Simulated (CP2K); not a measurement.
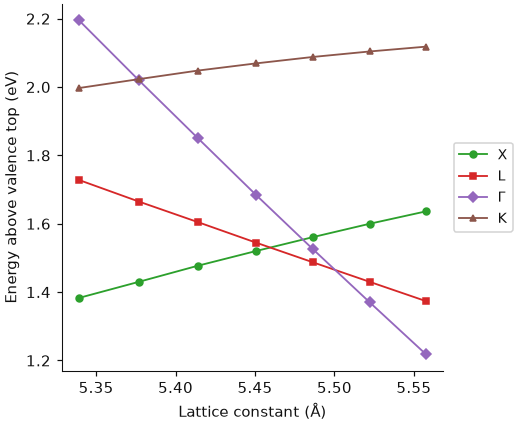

Lowest conduction level at each named k point, counted from the valence-band top at Γ.

System: zincblende GaP, space group F-43m (No. 216), 2 atoms in the primitive cell. The cell is scaled uniformly. CP2K 2026.2; PBEsol, POTENTIAL_UZH Ga GTH-PBE-q13, P GTH-PBE-q5; TZVP-MOLOPT-PBE-GTH basis, no spin polarisation, no spin-orbit coupling, 8×8×8 k mesh.

> How does each level move from a = 5.339 Å to a = 5.557 Å?

X rises by 0.26 eV, L falls by 0.36 eV, Γ falls by 0.97 eV and K rises by 0.12 eV.

> Does the lowest of these conduction levels change place?

Going by straight lines between the points, the lowest is the one at X up to about a = 5.459 Å, the one at L up to about a = 5.500 Å and the one at Γ beyond. With the valence top at Γ, the lowest of these transitions turns from indirect to direct near a = 5.500 Å.

> What are the deformation potentials dE/d ln V?

Straight lines against ln V have slopes of +2.1 eV at X, −2.9 eV at L, −8.1 eV at Γ and +1.0 eV at K.

The values:
```csv
cell,X (eV),L (eV),Γ (eV),K (eV)
a = 5.339 Å,1.38,1.73,2.19,2.00
a = 5.377 Å,1.43,1.67,2.02,2.02
a = 5.414 Å,1.48,1.60,1.85,2.05
a = 5.451 Å,1.52,1.54,1.68,2.07
a = 5.487 Å,1.56,1.49,1.53,2.09
a = 5.522 Å,1.60,1.43,1.37,2.10
a = 5.557 Å,1.64,1.37,1.22,2.12
```

The potentials were made for another functional. The basis of atomic orbitals isn't converged, which shifts gaps and empty levels. Measured GaP has its conduction bottom near X; the order of its valleys hangs on the functional and the volume. LDA, GGA and most meta-GGA functionals understate gaps.
